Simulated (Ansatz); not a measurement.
**C: density, localisation and related maps**

Input file:

```
crystal:
  lattice:
    - [2.3780356032, 0.0, 0.0]
    - [-1.1890178016, 2.1678307826, 0.0]
    - [0.0, 0.0, 4.1688692921]
  atoms:
    - { symbol: C, position: [0.3340956365, 0.6681912729, 0.000594531] }
    - { symbol: C, position: [0.6659043635, 0.3318087271, 0.500594531] }
    - { symbol: C, position: [0.3340956365, 0.6681912729, 0.374405469] }
    - { symbol: C, position: [0.6659043635, 0.3318087271, 0.874405469] }
kpoints:
  mp_grid: { grid: [12, 12, 6] }
  band_path:
    path:
      - [0.0, 0.0, 0.0]
      - [0.5, 0.0, 0.0]
      - [0.3333333333, 0.3333333333, 0.0]
      - [0.0, 0.0, 0.5]
      - [0.5, 0.0, 0.5]
      - [0.3333333333, 0.3333333333, 0.5]
      - [0.341146, 0.329427, 0.0]
    npoints: 1
hamiltonian:
  xc: r2scan
scf:
  occupations: { method: fixed }
  n_extra_bands: 5
output:
  forces: true
  stress: true
  eigenvalues: true
  write_density: true
  write_potential: true
  elf: true
  volumetric_format: npy
```

Run with:

```sh
ansatz run input.yaml --threads 2 --pin off --max-ram 2211MiB --backend cpu --events-out ev --progress --plain --runs-dir out
```

Below, planes, directions and counts refer to the conventional cell (a = 2.38 Å, b = 4.34 Å, c = 4.17 Å, α = 90.00°, β = 90.00°, γ = 90.00°).

Space group Cmcm; started from the lonsdaleite (2H) prototype, which need not be the ambient phase; changed on purpose from its base cell (uniaxial x strain -5.0%); computed pressure about 26 GPa in this cell.

Method: DFT, r2SCAN, plane waves, PAW (Ansatz).

The density is the valence pseudo-density of a PAW calculation; it isn't the true density close to the nuclei.

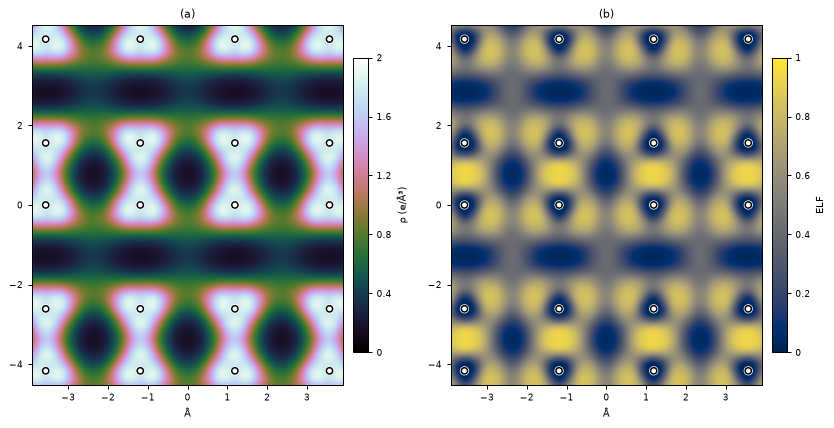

Figure 1. (a) valence charge density (pseudo); (b) electron localisation function on the (010) plane of the conventional cell. Circles mark the nuclei in the plane (C).

**Describe what can be read from this map.**

- The plane passes through C nuclei.
- Atoms just off the plane (C, 0.7 Å away) can leave unmarked features too.
- C–C (1.56 Å): ρ at the midpoint is about 1.6 e/Å³; the ELF peaks at about 0.95 between the atoms (a shared electron pair).
- Between the atoms the lowest density in this plane is 0.16 e/Å³.

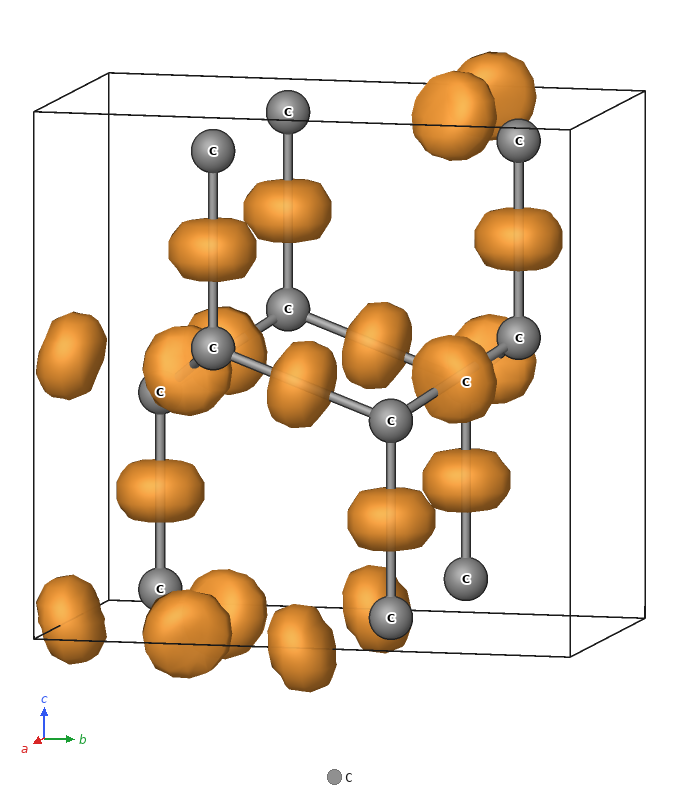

Figure 2. Isosurface of the ELF at 0.85 (orange), seen slightly off an axis. Core shells and regions of very low density are left out. Sticks mark near contacts.

**Where are the electrons localised?**

At this value the surface marks out 16 regions between bonded C–C atoms (shared pairs), counted in one cell of 8 atoms. Regions shared between cells count once. Along the contacts the grid gives the following. C–C (1.49 Å): the ELF peaks at about 0.95 between the atoms (localised, covalent bonding). C–C (1.53 Å): the ELF peaks at about 0.95 between the atoms, as expected for a covalent bond.

**Does the calculation give a band gap?**

It is gapped, with a Kohn–Sham gap of 3.0 eV on the k-point mesh, an upper bound to the gap of this method.
